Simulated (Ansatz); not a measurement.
**Si₃Mo: density, localisation and related maps**

The calculation's input:

```
crystal:
  lattice:
    - [4.8154964831, 0.0, 0.0]
    - [0.0, 4.8154964831, 0.0]
    - [0.0, 0.0, 4.8154964831]
  atoms:
    - { symbol: Si, position: [0.0, 0.5, 0.25] }
    - { symbol: Si, position: [0.0, 0.5, 0.75] }
    - { symbol: Si, position: [0.25, 0.0, 0.5] }
    - { symbol: Si, position: [0.75, 0.0, 0.5] }
    - { symbol: Si, position: [0.5, 0.75, 0.0] }
    - { symbol: Si, position: [0.5, 0.25, 0.0] }
    - { symbol: Mo, position: [0.0, 0.0, 0.0] }
    - { symbol: Mo, position: [0.5, 0.5, 0.5] }
basis:
  ecutwfc: 420
kpoints:
  mp_grid: { grid: [8, 8, 8] }
hamiltonian:
  xc: pbe
scf:
  occupations: { method: gaussian, width: 0.1 }
output:
  forces: true
  stress: true
  eigenvalues: true
  write_density: true
  write_potential: true
  elf: true
  volumetric_format: npy
relax:
  adjacent_minimum: "off"
  f_tol: 0.01
  max_steps: 80
  cell: { stress_tol: 0.05 }
```

Command:

```sh
ansatz run input.yaml --threads 1 --pin off --max-ram 2560MiB --backend cpu --events-out ev --progress --plain --runs-dir out
```

Below, planes, directions and counts refer to the conventional cell (a = 4.81 Å, b = 4.81 Å, c = 4.81 Å, α = 90.00°, β = 90.00°, γ = 90.00°).

The fields are those of the relaxed geometry.

Space group Pm-3n; started from the A15_223 prototype, which need not be the ambient phase; computed without spin polarisation.

Level of theory: DFT PBE, scalar-relativistic, plane waves, PAW in Ansatz.

Core electrons are frozen (PAW), and the valence fields are smoothed inside the atomic spheres.

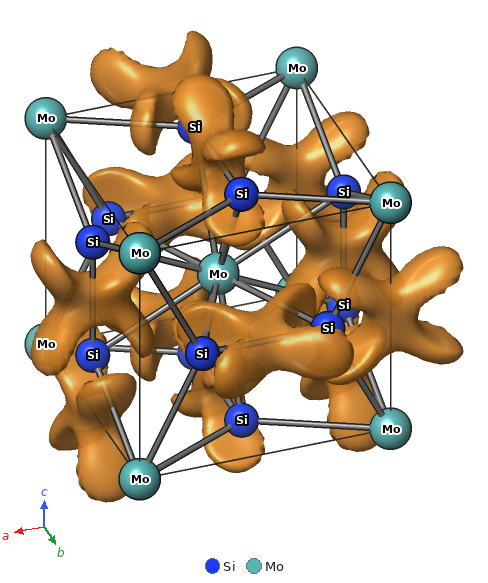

Figure 1. Isosurface of the electron localisation function at 0.65 (orange), seen at an oblique angle. Only the valence region is drawn (cores and ρ < 0.01 e/Å³ removed). Sticks mark near contacts.

> Where are the electrons localised?

At this value the surface marks out six regions between bonded Si–Si atoms, counted in one cell of 8 atoms. Regions shared between cells count once.


Si–Si (2.41 Å): the ELF peaks at about 0.75 between the atoms. Si–Mo (2.69 Å): the ELF peaks at about 0.80 in the valence shell of Si, 0.9 Å from its nucleus, and is about 0.40 at the midpoint.

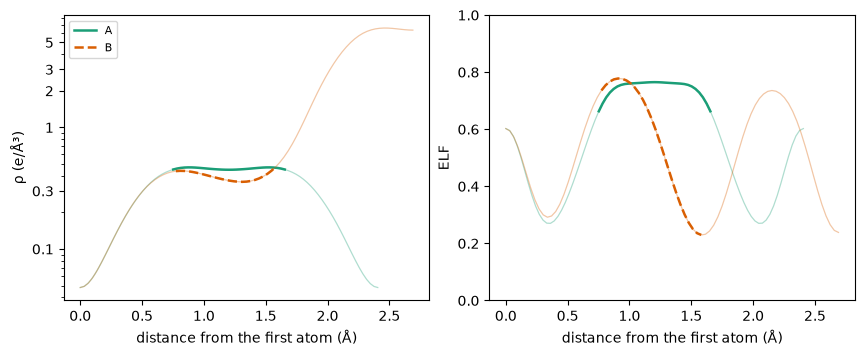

Figure 2. Valence electron density and ELF along straight lines between neighbouring atoms. Thin, pale parts lie inside the atomic spheres.

> Which curve belongs to which contact (Si–Mo and Si–Si)? The first atom named is at distance zero.

Curve A: Si–Si (2.41 Å): ρ at the midpoint is about 0.45 e/Å³; the ELF peaks at about 0.75 between the atoms. Curve B: Si–Mo (2.69 Å): the density is about 0.36 e/Å³ at the midpoint; the ELF peaks at about 0.80 in the valence shell of Si, 0.9 Å from its nucleus, and is about 0.40 at the midpoint.

> Metal or insulator at this level of theory?

It is metallic or semimetallic at this level of theory: no gap opens.
